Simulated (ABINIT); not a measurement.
# KBr (Fm-3m): how ε∞ follows the gap

The empty bands of KBr (Fm-3m) are shifted up rigidly by Δ, and ε∞ is computed for each shift.

Cell: a, b, c = 4.667, 4.667, 4.667 Å (primitive vectors), 2 atoms.

Method: ABINIT 10.8.3, PBE, independent particles, k-mesh 9×9×9, Lorentzian half width 0.04 eV.

Launch of the response step: `optic optic.abi`. The series took 50 s in all, its band step included, on 4 threads of Arm Neoverse V2, on a shared host.

```
Δ (eV)     ε∞
  0.00  2.815
  0.40  2.738
  0.80  2.667
  1.20  2.603
  1.60  2.544
  2.00      ?
```

With one effective transition at E₀ and fixed dipole strength, ε∞ − 1 = A/(E₀ + Δ), so 1/(ε∞ − 1) is linear in Δ.

Working, on the rows shown:

| x = Δ (eV) | y = 1/(ε∞ − 1) |
| --- | --- |
| 0 | 0.550964 |
| 0.4 | 0.575374 |
| 0.8 | 0.59988 |
| 1.2 | 0.62383 |
| 1.6 | 0.647668 |

Means: x̄ = 0.8, ȳ = 0.59954. Σ(x − x̄)(y − ȳ) = 0.09675, Σ(x − x̄)² = 1.6. Slope = 0.09675 / 1.6 = 0.06047; intercept = ȳ − slope · x̄ = 0.55117. Turned back into ε∞, the line misses the rows shown by at most 0.00094.

Q: What does the fit predict for the withheld row, and how well does it do?

A: At x = 2 the line gives y = 0.6721, that is 2.488. The run gave 2.489, so the extrapolation is off by 0.0011, 0.3 % of the range in the table.

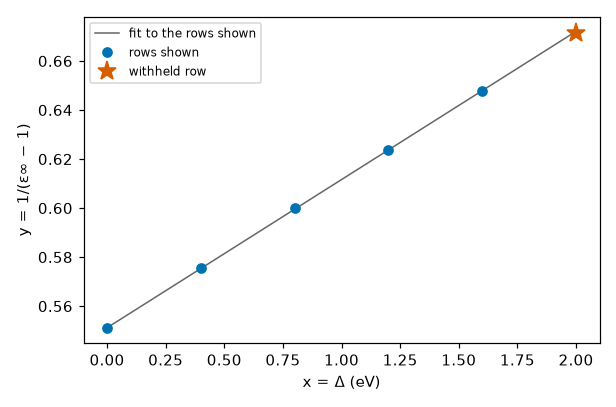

Refitted with all rows, the slope is 0.06028 and the intercept 0.55127. These give E₀ = intercept/slope = 9.1 eV, far above the least direct gap of 4.44 eV: most of the screening comes from transitions well over the edge. Over the first step ε∞ falls by 7 % per eV. Excitons are left out and so are local fields; PBE gaps are as a rule too small. The values come from a sum over the points of one k-mesh and carry its error, which grows as the direct gap shrinks. Spin-orbit coupling is left out.

[Logs are printed without paths, hosts, clocks, repeated set-up lines and the standing remarks that a program may print on its own settings, such as how far it seeks lower states.]
